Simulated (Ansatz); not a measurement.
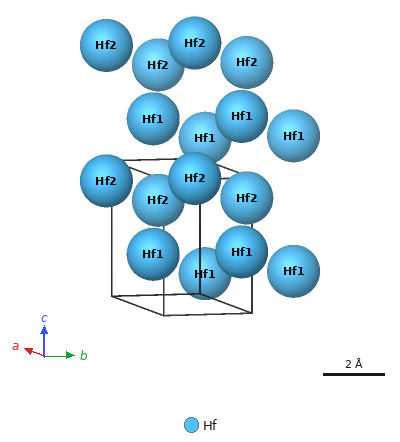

The structure as given in the input (spheres-only view of the cell of the calculation, repeated 2 × 2 × 2, seen at an oblique angle; atoms are numbered from 1 in the order of the input).

Geometry relaxation, with input and output: Hf

System: Hf (2 atoms in the cell).
Method: DFT, PBEsol, PAW with Ansatz's default frozen-core files, scalar-relativistic, no spin polarisation (Ansatz 0.2.0).

Its volume is 0.80 times that of the source entry. It belongs to a series of runs on one base structure; here: shape and atoms relaxed at 0.8 of the volume. Figures and captions count atoms from 1; the log counts them from 0 in places.

Output
```
Engine: ansatz 0.2.0, x86_64-unknown-linux-gnu
Pseudopotentials: kind: paw
Pseudopotential: Hf, paw, valence charge 26, recommended cutoff 420 eV (normal), Hf.paw.azcp
Functional definition: PBEsol
  exchange = pbesol_x
  correlation = pbesol_c
Crystal: 2 atoms, lattice volume = 34.574 Å³
Basis set: ecut = 420 eV, 687 PW (Γ), exchange–correlation on 40×40×64 points (8 copies of the dense FFT grid, shifted against one another)
Bands: 32, of which v1, the nominal top of the filled ones, is band 26 counted from 1 (25 counted from 0)
Symmetry: 24 space group operations
Space group: P63/mmc (ITA 194), of the structure as read, at distance tolerance 3.3e-5 Å
k-points: 120 of 1568
Non-local potential: Hf, projectors of the file, l = 0: 3, l = 1: 2, l = 2: 2, l = 3: 3
PAW form: soft (Blöchl's): semilocal exchange-correlation on the pseudo side does not see the compensation charge
PAW frozen core: Hf, regenerated for the run's functional, and the local potential with it (the file was generated under x = pbe(κ = 0.804, μ = 0.2195149727645171), c = pbe(β = 0.06672455060314922))
PAW one-centre angular grid: Hf, 590 points (default); XC on 64 Gauss nodes
Initial density: superposition of atomic densities (neutral atoms: chi_scale 0, normalization atom), corrected by the library's trained network
Initial wavefunctions: pseudopotential atomic-orbital guess
Functional: x = pbesol(κ = 0.804, μ = 0.12345679012345678), c = pbesol(β = 0.046)
SCF iter   1: F=—  HF=-31195.221182 eV  |F-HF|=—  |Δ(HF+E_count)|=         —  Δρ=4.83e-3  dr2=4.97e-3  ethr=1.77e-3  ⟨swp⟩=5.6  Hψ=13826  notcnv=0
preconditioner: auto → Kerker (q_TF=auto, 2.920 Å⁻¹)  [metal: Δε(μ)=0.019 eV  Ē_g=17.841 eV  σ=0.080 eV  W_gap=0.06  n_scr=22 (ndim 8)  ℏωp=43.8 eV  f_vac=0.000  D(μ)=1.48/eV (n_scr^D=10)]
SCF iter   2: F=—  HF=-31195.222436 eV  |F-HF|=—  |Δ(HF+E_count)|=   1.25e-3  Δρ=2.81e-3  dr2=1.74e-3  ethr=9.55e-6  ⟨swp⟩=2.7  Hψ=8032  notcnv=0
SCF iter   3: F=—  HF=-31195.222444 eV  |F-HF|=—  |Δ(HF+E_count)|=   8.26e-6  Δρ=1.02e-3  dr2=3.95e-4  ethr=3.36e-6  ⟨swp⟩=2.2  Hψ=6385  notcnv=0
SCF iter   4: F=—  HF=-31195.222184 eV  |F-HF|=—  |Δ(HF+E_count)|=   2.60e-4  Δρ=3.38e-4  dr2=3.02e-5  ethr=7.60e-7  ⟨swp⟩=2.1  Hψ=6940  notcnv=0
SCF iter   5: F=—  HF=-31195.222225 eV  |F-HF|=—  |Δ(HF+E_count)|=   4.09e-5  Δρ=6.08e-5  dr2=6.64e-7  ethr=5.82e-8  ⟨swp⟩=2.3  Hψ=7092  notcnv=0
SCF iter   6: F=-31195.222225 eV  HF=-31195.222225 eV  |F-HF|=2.28e-8  |Δ(HF+E_count)|=   7.54e-8  Δρ=1.09e-5  dr2=3.29e-8  ethr=1.92e-10  ⟨swp⟩=7.6  Hψ=20360  notcnv=0
SCF 1 converged in 6 iterations: F = -31195.222225 eV  dr2 = 3.29e-8
  greatest PAW one-centre occupation: 0.998 electrons in one spin orbital (limit 2), on the Hf atom at site 1 (counted from 0), in its partial waves of l = 0
relax step   1: F+E_penalty+E_count = -31195.22222482 eV  Δ(F+E_penalty+E_count) = +0.000e0 eV  max|allowed force component| = 1.850e-16 eV/Å  Δτ_max = 0.0000 Å  P = +36.851 GPa  Ω = 34.574 Å³  fix = [volume]  reactions: volume +36.851 GPa  (6 SCF iters, dr2 threshold 1.00e-7 eV, accepted)
Initial density: handed on by an earlier stage of this run
Initial wavefunctions: those handed on with the density
iter 1 solved again at ethr=1.55e-6 eV; its pass at ethr=3.10e-3 eV (dr2=8.04e-4 eV) is discarded
SCF iter   1: F=—  HF=-31195.225461 eV  |F-HF|=—  |Δ(HF+E_count)|=         —  Δρ=1.92e-3  dr2=7.62e-4  ethr=1.55e-6  ⟨swp⟩=2.2  Hψ=21262  notcnv=0
preconditioner: auto → Kerker (q_TF=auto, 2.920 Å⁻¹)  [metal: Δε(μ)=0.015 eV  Ē_g=17.877 eV  σ=0.080 eV  W_gap=0.05  n_scr=22 (ndim 8)  ℏωp=43.8 eV  f_vac=0.000  D(μ)=1.57/eV (n_scr^D=22)]
SCF iter   2: F=—  HF=-31195.225329 eV  |F-HF|=—  |Δ(HF+E_count)|=   1.32e-4  Δρ=1.18e-3  dr2=3.42e-4  ethr=1.47e-6  ⟨swp⟩=1.0  Hψ=3840  notcnv=0
SCF iter   3: F=—  HF=-31195.225219 eV  |F-HF|=—  |Δ(HF+E_count)|=   1.10e-4  Δρ=1.45e-4  dr2=3.48e-6  ethr=6.57e-7  ⟨swp⟩=2.0  Hψ=4311  notcnv=0
SCF iter   4: F=—  HF=-31195.225226 eV  |F-HF|=—  |Δ(HF+E_count)|=   7.05e-6  Δρ=6.69e-5  dr2=8.77e-7  ethr=6.69e-9  ⟨swp⟩=2.5  Hψ=7425  notcnv=0
SCF iter   5: F=-31195.225224 eV  HF=-31195.225224 eV  |F-HF|=8.52e-9  |Δ(HF+E_count)|=   2.17e-6  Δρ=1.57e-5  dr2=3.50e-8  ethr=3.85e-10  ⟨swp⟩=4.0  Hψ=19838  notcnv=0
SCF 2 converged in 5 iterations: F = -31195.225224 eV  dr2 = 3.50e-8
relax step   2: F+E_penalty+E_count = -31195.22522403 eV  Δ(F+E_penalty+E_count) = -2.999e-3 eV  max|allowed force component| = 2.220e-16 eV/Å  Δτ_max = 0.0000 Å  P = +36.279 GPa  Ω = 34.574 Å³  energy of the carried Pulay correction = -1.325e-5 eV  fix = [volume]  reactions: volume +36.279 GPa  (5 SCF iters, dr2 threshold 2.00e-7 eV, accepted)
iter 1 solved again at ethr=1.57e-7 eV; its pass at ethr=3.10e-3 eV (dr2=8.16e-5 eV) is discarded
SCF iter   1: F=—  HF=-31195.226991 eV  |F-HF|=—  |Δ(HF+E_count)|=         —  Δρ=7.54e-4  dr2=1.18e-4  ethr=1.57e-7  ⟨swp⟩=3.1  Hψ=20431  notcnv=0
preconditioner: auto → Kerker (q_TF=auto, 2.920 Å⁻¹)  [metal: Δε(μ)=0.017 eV  Ē_g=17.878 eV  σ=0.080 eV  W_gap=0.05  n_scr=22 (ndim 8)  ℏωp=43.8 eV  f_vac=0.000  D(μ)=1.55/eV (n_scr^D=22)]
SCF iter   2: F=—  HF=-31195.226975 eV  |F-HF|=—  |Δ(HF+E_count)|=   1.55e-5  Δρ=4.65e-4  dr2=5.31e-5  ethr=1.57e-7  ⟨swp⟩=1.0  Hψ=3840  notcnv=0
SCF iter   3: F=—  HF=-31195.226958 eV  |F-HF|=—  |Δ(HF+E_count)|=   1.66e-5  Δρ=5.71e-5  dr2=5.32e-7  ethr=1.02e-7  ⟨swp⟩=2.0  Hψ=4314  notcnv=0
SCF iter   4: F=—  HF=-31195.226959 eV  |F-HF|=—  |Δ(HF+E_count)|=   2.29e-7  Δρ=2.34e-5  dr2=1.02e-7  ethr=3.85e-10  ⟨swp⟩=5.9  Hψ=18334  notcnv=0
SCF iter   5: F=-31195.226958 eV  HF=-31195.226958 eV  |F-HF|=7.79e-10  |Δ(HF+E_count)|=   2.69e-7  Δρ=6.29e-6  dr2=5.90e-9  ethr=1.97e-10  ⟨swp⟩=5.5  Hψ=16182  notcnv=0
SCF 3 converged in 5 iterations: F = -31195.226958 eV  dr2 = 5.90e-9
relax step   3: F+E_penalty+E_count = -31195.22695839 eV  Δ(F+E_penalty+E_count) = -1.734e-3 eV  max|allowed force component| = 2.220e-16 eV/Å  Δτ_max = 0.0000 Å  P = +36.497 GPa  Ω = 34.574 Å³  energy of the carried Pulay correction = -8.360e-6 eV  fix = [volume]  reactions: volume +36.497 GPa  (5 SCF iters, dr2 threshold 2.00e-7 eV, accepted)
Initial wavefunctions: pseudopotential atomic-orbital guess (no wavefunctions were taken with the density)
iter 1 solved again at ethr=2.03e-9 eV; its pass at ethr=3.10e-3 eV (dr2=1.05e-6 eV) is discarded
SCF iter   1: F=—  HF=-31195.226958 eV  |F-HF|=—  |Δ(HF+E_count)|=         —  Δρ=1.45e-5  dr2=1.26e-8  ethr=2.03e-9  ⟨swp⟩=6.0  Hψ=31615  notcnv=0
preconditioner: auto → Kerker (q_TF=auto, 2.920 Å⁻¹)  [metal: Δε(μ)=0.019 eV  Ē_g=17.878 eV  σ=0.080 eV  W_gap=0.06  n_scr=22 (ndim 8)  ℏωp=43.8 eV  f_vac=0.000  D(μ)=1.55/eV (n_scr^D=22)]
SCF iter   2: F=—  HF=-31195.226963 eV  |F-HF|=—  |Δ(HF+E_count)|=   5.07e-6  Δρ=8.20e-6  dr2=4.51e-9  ethr=2.43e-11  ⟨swp⟩=2.6  Hψ=7088  notcnv=0
SCF iter   3: F=—  HF=-31195.226963 eV  |F-HF|=—  |Δ(HF+E_count)|=   6.39e-9  Δρ=2.12e-6  dr2=7.92e-10  ethr=8.67e-12  ⟨swp⟩=2.1  Hψ=6915  notcnv=0
SCF iter   4: F=—  HF=-31195.226963 eV  |F-HF|=—  |Δ(HF+E_count)|=  7.82e-10  Δρ=7.87e-7  dr2=1.25e-10  ethr=1.52e-12  ⟨swp⟩=2.1  Hψ=7038  notcnv=0
SCF iter   5: F=-31195.226963 eV  HF=-31195.226963 eV  |F-HF|=1.09e-11  |Δ(HF+E_count)|=  3.64e-12  Δρ=1.43e-7  dr2=4.59e-12  ethr=1.00e-12  ⟨swp⟩=6.6  Hψ=18031  notcnv=0
SCF 4 converged in 5 iterations: F = -31195.226963 eV  dr2 = 4.59e-12
relax step   4: F+E_penalty+E_count = -31195.22696326 eV  Δ(F+E_penalty+E_count) = -4.875e-6 eV  max|allowed force component| = 1.480e-16 eV/Å  Δτ_max = 0.0000 Å  P = +36.495 GPa  Ω = 34.574 Å³  fix = [volume]  reactions: volume +36.495 GPa  stress off target by 4.63e-2 GPa on what of the cell is left free  SCF on the basis re-selected at this cell (its energy is not comparable with the rows above)  (5 SCF iters)
```

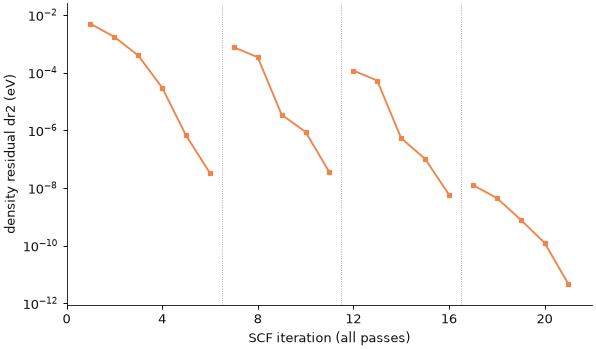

Convergence of the self-consistent field: density residual dr2 against the SCF iteration. The dotted lines part the SCF passes of the relaxation: geometry steps, rejected trials and re-solves on a re-selected basis. The passes take 6, 5, 5 and 5 iterations.

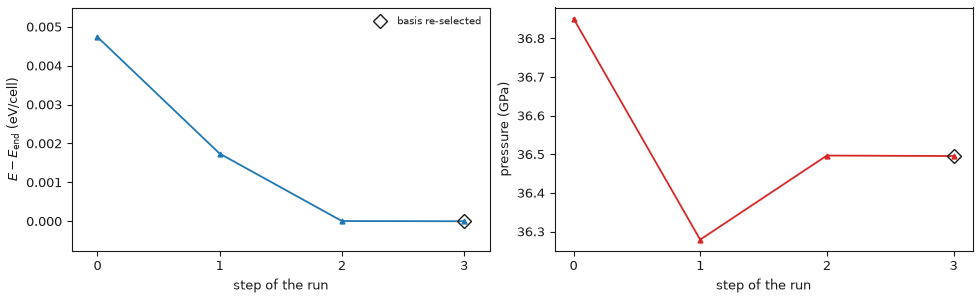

Progress of the relaxation, step by step (the first geometry is step 0 here and step 1 in the log).

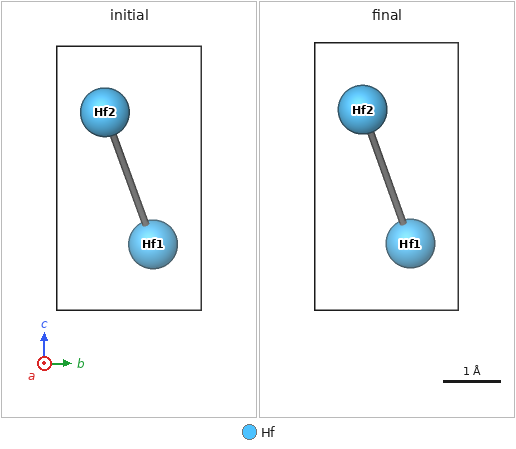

Before (left) and after (right) the relaxation, at one scale (ball-and-stick view of the cell of the calculation, along the a axis). After 2 geometry steps the energy has fallen by 4.7 meV per cell of the calculation. All forces vanish by symmetry, so only the cell relaxes. The pressure goes from 36.85 to 36.50 GPa. The atoms keep their places relative to the cell (all moves are under 0.005 Å). The drawn cell changes at constant volume: a = b 2.932 → 2.913 Å (−0.7 %), c 4.643 → 4.704 Å (+1.3 %). Among the contacts that change: Hf1–Hf1 2.932 → 2.913 Å, Hf1–Hf2 2.873 → 2.892 Å. The space group stays P6_3/mmc (No. 194). A last SCF at the same geometry on a re-selected plane-wave basis shifts the energy by next to nothing (0.0 meV per cell of the calculation). (Atoms are counted from 1 in the order of the input.)

```
basis re-selected at this cell: Δ(F+E_penalty+E_count) = -4.875e-6 eV, ΔP = -0.001 GPa vs the last step (what re-selecting the basis moved, of the pressure what is left beyond the Pulay correction that the steps carried, after the strain that the cell walked since its last selection, with what the two solves' SCF thresholds leave and, on support functions, any second-order correction that the steps lacked; it is no measure of the basis error at this ecutwfc). This SCF's stress stands 4.63e-2 GPa from its target on what of the cell is left free (relax.cell.stress_tol is 1.10e-1 GPa) and its largest allowed force component is 1.48e-16 eV/Å (relax.f_tol is 5.00e-3 eV/Å): within both
SCF converged after 5 iterations
Free energy (F): -31195.226963 eV
Harris-Foulkes:  -31195.226963 eV  (|F-HF|=1.09e-11)
Internal energy: -31195.193563 eV  (E = F + TS)
E sigma→0 (E₀):  -31195.210263 eV
Entropy (-TS):   -0.033401 eV (-16.700 meV/atom)
Fermi energy:    26.063208 eV
--- Per-component energies (eV) ---
  E_band       = 414.771993
  E_kinetic    = 872.731865
  E_local      = -8732.465934  (includes V_loc(G=0)·N_el)
  E_nonlocal   = -2474.526395
  E_hartree    = 4234.024265
  E_xc         = -604.094966
  E_vxc        = -543.156160  (∫ρ·V_xc dr)
  E_paw        = -13620.696275  (= ΣΔE_a)
  E_vpaw       = 2824.140030  (= ΣTr[D̂ρ^β])
  E_aug_tail   = -0.000003  (compensation charges beyond the density's cutoff)
  E_ewald      = -10872.668304
  E_core_change = 2.502183  (= ΣΔE_core)
  E_smearing   = -0.033401  (= −TS)
  E_closure    = 0.000000  (closes the sum)
  Σ components = -31195.226963   (vs F -31195.226963, Δ=0.00e0)
--- Forces (eV/Å), atoms counted from 1 ---
  atom   1  Hf     0.00000000     0.00000000     0.00000000
  atom   2  Hf    -0.00000000    -0.00000000     0.00000000
  max |Σ_I F_I| component: 7.40e-17 eV/Å
--- Stress (GPa, compression-positive) ---
       36.518621       0.000000       0.000000
        0.000000      36.518621       0.000000
        0.000000       0.000000      36.449100
  P = ⅓ Tr σ = 36.4954 GPa (364.954 kbar)
--- Relaxed structure (3 steps of the walk, 3 accepted, 1 SCFs on fresh bases) ---
  F+E_penalty+E_count = -31195.22696326 eV   max|allowed force component| = 1.480e-16 eV/Å   (the final SCF, on the basis selected at the relaxed cell)
  cell:  # Å, volume = 34.5745 Å³
    - [2.913102675396055, -2.867702592723517e-11, 0.0]
    - [-1.456551337673192, 2.5228209207397354, 0.0]
    - [0.0, 0.0, 4.7044968894029875]
  atoms:
    - { symbol: Hf, position: [0.3333333333333333, 0.6666666666666667, 0.25] }
    - { symbol: Hf, position: [0.6666666666666667, 0.33333333333333337, 0.75] }
```

Trajectory as extended XYZ (Å, eV, eV/Å), 4 frames, from step=1 to step=4
```
2
Lattice="2.9324 0.0000 0.0000 -1.4662 2.5396 0.0000 0.0000 0.0000 4.6426" Properties=species:S:1:pos:R:3:forces:R:3 step=1 energy=-31195.22223 pressure_GPa=36.85
Hf    0.0000    1.6930    1.1607    0.0000   0.0000   0.0000
Hf    1.4662    0.8465    3.4820    0.0000   0.0000   0.0000
2
Lattice="2.9020 0.0000 0.0000 -1.4510 2.5132 0.0000 0.0000 0.0000 4.7407" Properties=species:S:1:pos:R:3:forces:R:3 step=2 energy=-31195.22522 pressure_GPa=36.28
Hf    0.0000    1.6754    1.1852    0.0000   0.0000   0.0000
Hf    1.4510    0.8377    3.5555    0.0000   0.0000   0.0000
2
Lattice="2.9131 0.0000 0.0000 -1.4566 2.5228 0.0000 0.0000 0.0000 4.7045" Properties=species:S:1:pos:R:3:forces:R:3 step=3 energy=-31195.22696 pressure_GPa=36.50
Hf    0.0000    1.6819    1.1761    0.0000   0.0000   0.0000
Hf    1.4566    0.8409    3.5284    0.0000   0.0000   0.0000
2
Lattice="2.9131 0.0000 0.0000 -1.4566 2.5228 0.0000 0.0000 0.0000 4.7045" Properties=species:S:1:pos:R:3:forces:R:3 step=4 energy=-31195.22696 pressure_GPa=36.50
Hf    0.0000    1.6819    1.1761    0.0000   0.0000   0.0000
Hf    1.4566    0.8409    3.5284    0.0000   0.0000   0.0000
```

The run was set up as follows.

The input
```yaml
crystal:
  lattice:
    - [2.9324492417, 0.0, 0.0]
    - [-1.4662246208, 2.5395755386, 0.0]
    - [0.0, 0.0, 4.6426266785]
  atoms:
    - { symbol: Hf, position: [0.3333333333, 0.6666666667, 0.25] }
    - { symbol: Hf, position: [0.6666666667, 0.3333333333, 0.75] }
kpoints:
  mp_grid: { grid: [14, 14, 8] }
scf:
  occupations: { method: fermi_dirac, width: 0.08 }
hamiltonian:
  xc: pbesol
  pseudopotentials: { kind: paw }
output:
  forces: true
  stress: true
relax:
  f_tol: 0.005
  max_steps: 30
  cell: { stress_tol: 0.11, fix: [volume] }
```

Run as:
```bash
ansatz run input.yaml --threads 1 --pin off --max-ram 2048MiB --backend cpu --events-out ev --progress --plain --runs-dir out
```

Key numbers

| quantity | value |
| --- | --- |
| outcome | converged |
| space group (tolerance 0.01 Å) | P6₃/mmc (194) |
| electrons treated | 52 |
| free energy | −31195.2270 eV |
| Fermi energy | 26.063 eV |
| pressure | 36.50 GPa |
| final volume | 34.57 Å³ |
| largest force (length of the vector) at the end | under 0.001 eV/Å |
| final cell | a = 2.913 Å, b = 2.913 Å, c = 4.704 Å, α = 90.00°, β = 90.00°, γ = 120.00° |
| hardware | 1 thread of Intel Xeon (Sapphire Rapids), 64 GiB of memory available, shared host |
| wall time | 14 s |
| peak memory | 0.47 GiB |

Remarks

Spin–orbit coupling is left out, which matters for Hf. The cell is under a pressure of 36 GPa at this level, so it is not at its equilibrium volume.
